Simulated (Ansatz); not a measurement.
## Al2O3: an electron-density study

Space group R-3c.

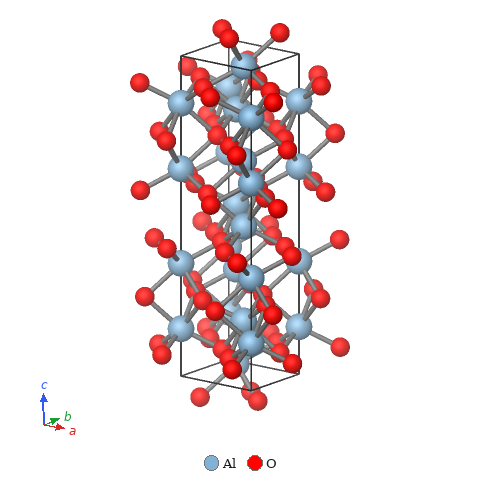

The conventional cell.

```yaml
crystal:
  lattice:
    - [4.76050, 0.00000, 0.00000]
    - [-2.38025, 4.12271, 0.00000]
    - [0.00000, 0.00000, 12.99560]
  atoms:
    - { symbol: Al, position: [0.66667, 0.33333, 0.68549] }
    - { symbol: Al, position: [0.00000, 0.00000, 0.35216] }
    - { symbol: Al, position: [0.33333, 0.66667, 0.01883] }
    - { symbol: Al, position: [0.66667, 0.33333, 0.48117] }
    - { symbol: Al, position: [0.33333, 0.66667, 0.81451] }
    - { symbol: Al, position: [0.00000, 0.00000, 0.14784] }
    - { symbol: Al, position: [0.66667, 0.33333, 0.98117] }
    - { symbol: Al, position: [0.00000, 0.00000, 0.64784] }
    - { symbol: Al, position: [0.33333, 0.66667, 0.31451] }
    - { symbol: Al, position: [0.00000, 0.00000, 0.85216] }
    - { symbol: Al, position: [0.66667, 0.33333, 0.18549] }
    - { symbol: Al, position: [0.33333, 0.66667, 0.51883] }
    - { symbol: O, position: [0.97335, 0.33333, 0.58333] }
    - { symbol: O, position: [0.64001, 0.66667, 0.91667] }
    - { symbol: O, position: [0.30668, 0.00000, 0.25000] }
    - { symbol: O, position: [0.66667, 0.64001, 0.58333] }
    - { symbol: O, position: [0.33333, 0.97335, 0.91667] }
    - { symbol: O, position: [0.00000, 0.30668, 0.25000] }
    - { symbol: O, position: [0.35999, 0.02665, 0.58333] }
    - { symbol: O, position: [0.02665, 0.35999, 0.91667] }
    - { symbol: O, position: [0.69332, 0.69332, 0.25000] }
    - { symbol: O, position: [0.69332, 0.00000, 0.75000] }
    - { symbol: O, position: [0.35999, 0.33333, 0.08333] }
    - { symbol: O, position: [0.02665, 0.66667, 0.41667] }
    - { symbol: O, position: [0.66667, 0.02665, 0.08333] }
    - { symbol: O, position: [0.33333, 0.35999, 0.41667] }
    - { symbol: O, position: [0.00000, 0.69332, 0.75000] }
    - { symbol: O, position: [0.30668, 0.30668, 0.75000] }
    - { symbol: O, position: [0.97335, 0.64001, 0.08333] }
    - { symbol: O, position: [0.64001, 0.97335, 0.41667] }
```

Computed with DFT r2SCAN, scalar-relativistic, plane waves, PAW (Ansatz 0.2.0).

Core electrons are frozen (PAW), so the maps are meaningful between the atoms, not at the nuclei.

Part 1: Bonding charge

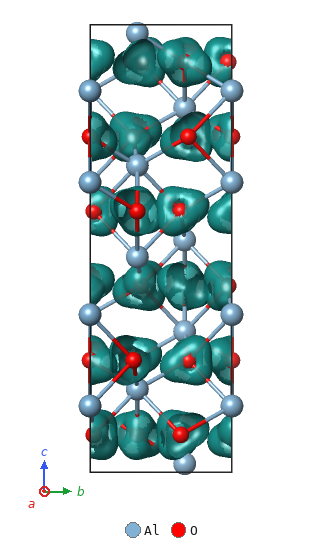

Density of the crystal less the sum of free-atom densities: teal surfaces at +0.15, none at −0.15 e/Å³, in the conventional cell seen along the a axis (the regions close to the nuclei are left out). Cores are masked to 0.8 Å (Al) and 0.6 Å (O).

Question: Where does charge go when the atoms form this crystal?

Answer: Al–O (1.85 Å): Δρ is +0.14 e/Å³ at the midpoint (close to a masked core, so read it with care).
- Al–Al (2.66 Å): Δρ is −0.08 e/Å³ at the midpoint.
- Over the whole cell, outside the masked cores, the largest gain lies at the edge of the masked core of O, and the largest loss lies at the edge of the masked core of Al.
- In all about 0.30 e an atom is rearranged against the free atoms.
- Bader charges: Al +2.59 and O −1.73 e.

Part 2: One group of states

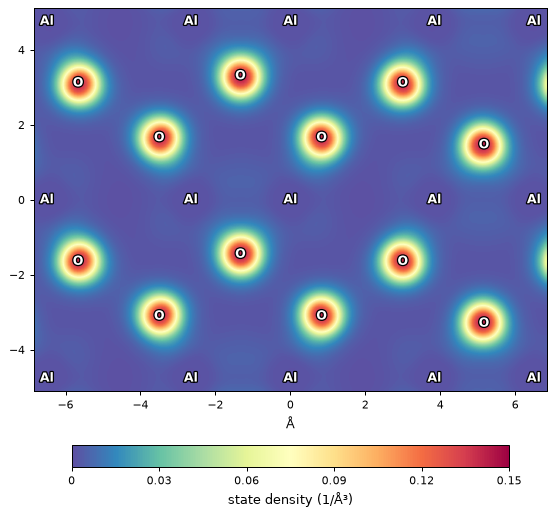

*Density of the Kohn–Sham states from −7.0 to 0.0 eV about the valence-band maximum (the whole upper valence band), scaled to one electron a cell: a map on the (11̄0) plane of the conventional cell.*

Question: What is the character of these states?

Answer: Projected on a minimal set of atomic orbitals (Löwdin), they are O 2p (90 %). In space (atomic cells sized by Bader volumes) the density divides as O over 95 % and Al little. The group holds 36 electrons when full, in the cell of the calculation (10 atoms).

Part 3: Change of volume

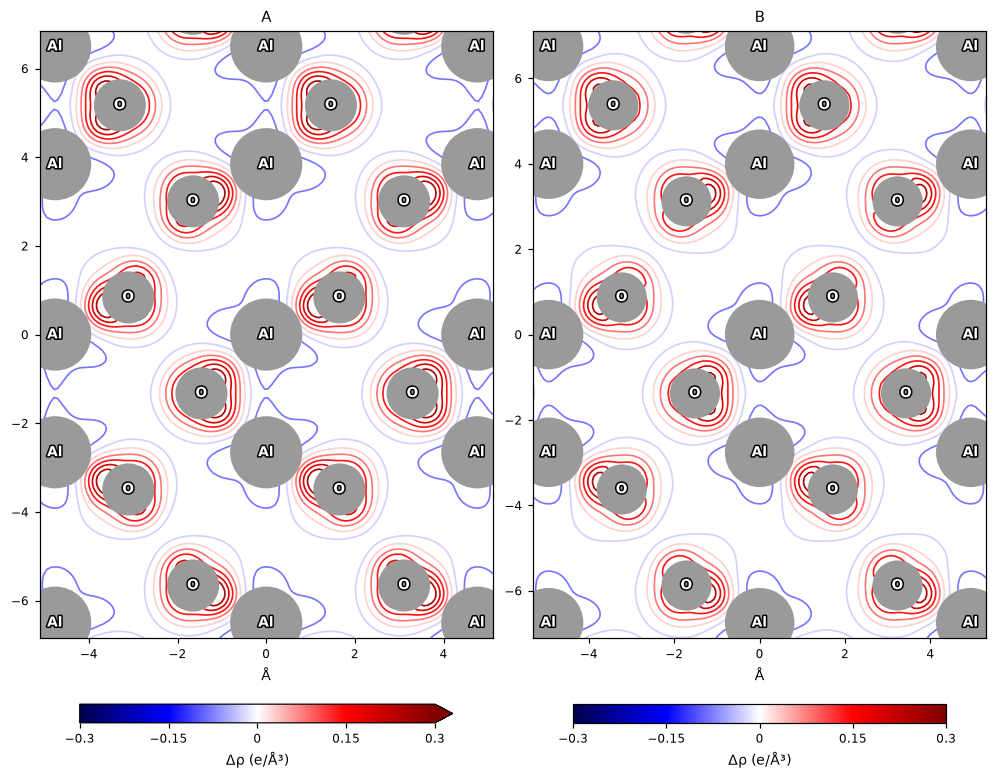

Al2O3: deformation density on the (100) plane of the conventional cell at two volumes, with the same fractional coordinates and one colour scale. Grey discs cover the cores.

Question: Which panel is the larger cell, by how much, and what changes?

Answer: B is the larger cell: B has 112 % of the volume of A.
- The pressure is 0 GPa in A and −23 GPa in B.
- Bader charges in A: Al +2.59 and O −1.73 e; in B: Al +2.58 and O −1.72 e.
- The rearranged charge is 0.30 e an atom in A and 0.30 e in B.

Part 4: Taking out a sublattice

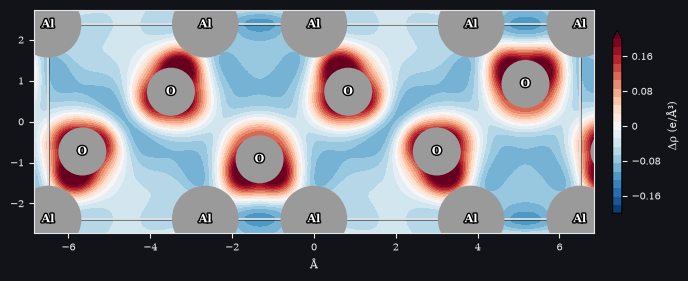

Density of the crystal less the densities of its Al sublattice and of the rest (O), each computed alone with the atoms in place (the rest with spin, the Al sublattice without): a map on the (11̄0) plane of the conventional cell, with grey discs over the atomic cores. Cores are masked to 0.8 Å (Al) and 0.6 Å (O).

Question: Which way does charge flow, and where does it go?

Answer: Over the whole cell, outside the masked cores, the largest gain lies at the edge of the masked core of O, and the largest loss, 0.11 e/Å³, lies 1.2 Å from an aluminium nucleus and 1.4 Å from an oxygen one.
- About 0.7 e is rearranged for each Al atom.
- By Bader's partition Al carries +2.59 e, so it gives electrons to the rest.

Question: How much energy binds the Al sublattice to the rest, with both frozen?

Answer: E(crystal) − E(Al sublattice) − E(rest) is −12.2 eV for each Al atom (negative: bound). The references are the frozen sublattices, not the elements, so this isn't a formation energy. A moment in a sublattice run without spin would make it less negative.

Part 5: Putting it together

Charge passes from Al (Pauling electronegativity 1.61) to O (3.44), the direction that the scale predicts; the Bader charges fall short of whole formal charges, as they usually do. The two pressures give a mean stiffness −ΔP/Δln V of about 205 GPa over this range, with the atoms held at their fractional positions.

Run times: 93 s (base cell), 5.8 s (state densities), 86 s (scaled cell), 48 s (the rest) and 37 s (sublattice Al), on 2 threads of Intel(R) Xeon(R) Platinum 8259CL CPU @ 2.50GHz (Skylake/Cascade Lake), on a shared host.
